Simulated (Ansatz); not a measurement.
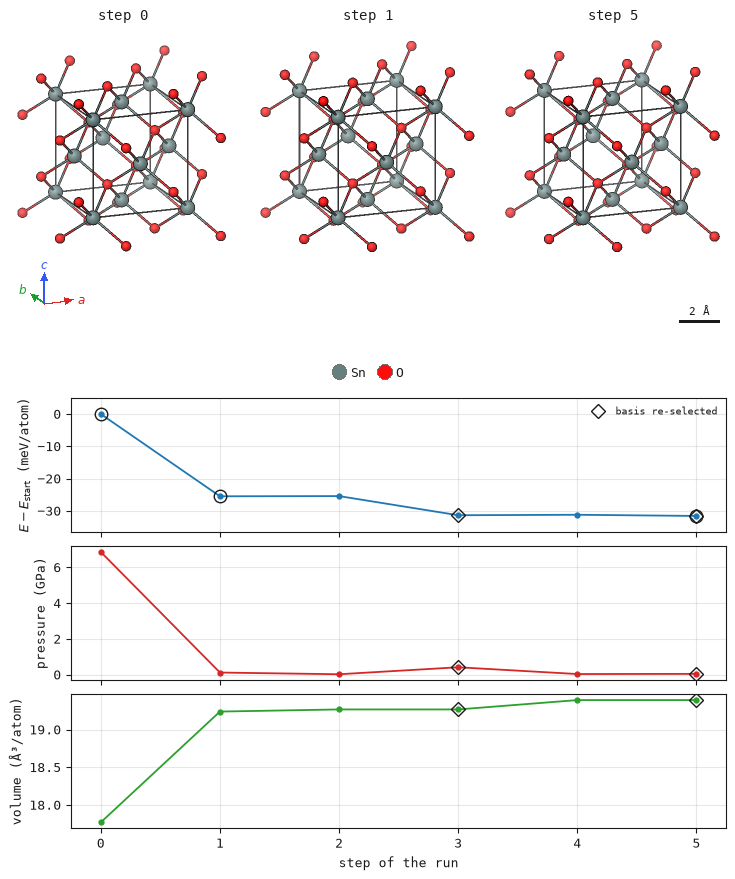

Frames of a relaxation of a crystal of SnO (built on the BeS-216 type type), marked on the history of the run. A ball-and-stick model of the conventional cell (4 times the calculation's cell), seen slightly off an axis. Lengths and directions refer to the drawn axes.

These are results of DFT, PBEsol, plane waves, PAW in Ansatz, not measurements.

Input file:
```yaml
crystal:
  lattice:
    - [0.0, 2.60948939, 2.60948939]
    - [2.60948939, 0.0, 2.60948939]
    - [2.60948939, 2.60948939, 0.0]
  atoms:
    - { symbol: Sn, position: [0.0, 0.0, 0.0] }
    - { symbol: O, position: [0.75, 0.75, 0.75] }
kpoints:
  mp_grid: { grid: [8, 8, 8] }
hamiltonian:
  xc: pbesol
scf:
  occupations: { method: fermi_dirac, width: 0.03 }
relax:
  f_tol: 0.01
  cell: {}
  max_steps: 120
```

Launched with:
```bash
ansatz run input.yaml --threads 2 --pin off --max-ram 2211MiB --backend cpu --events-out ev --progress --plain --runs-dir out
```

What happens along the run?

After 3 accepted moves (5 points after the start) the energy has fallen by 31.6 meV per atom. All forces vanish by symmetry, so only the cell relaxes. Pressure: 6.86 GPa at the start and 0.05 GPa at the end. The SCF was repeated twice at an unchanged geometry on a basis and grid sized afresh for the cell, which shifted the energy by 5.9 meV per atom at most. No atom moves by more than 0.005 Å relative to the cell. The volume changes by +9.1 %, with a = b = c 5.219 → 5.373 Å (+3.0 %). Near-neighbour distances that change, for instance: Sn1–O2 2.260 → 2.327 Å. The space group stays F-43m (No. 216). From step 0 to 1: volume +8.3 %, energy −25.5 meV per atom. From step 1 to 5: volume +0.8 %, energy −6.1 meV per atom.
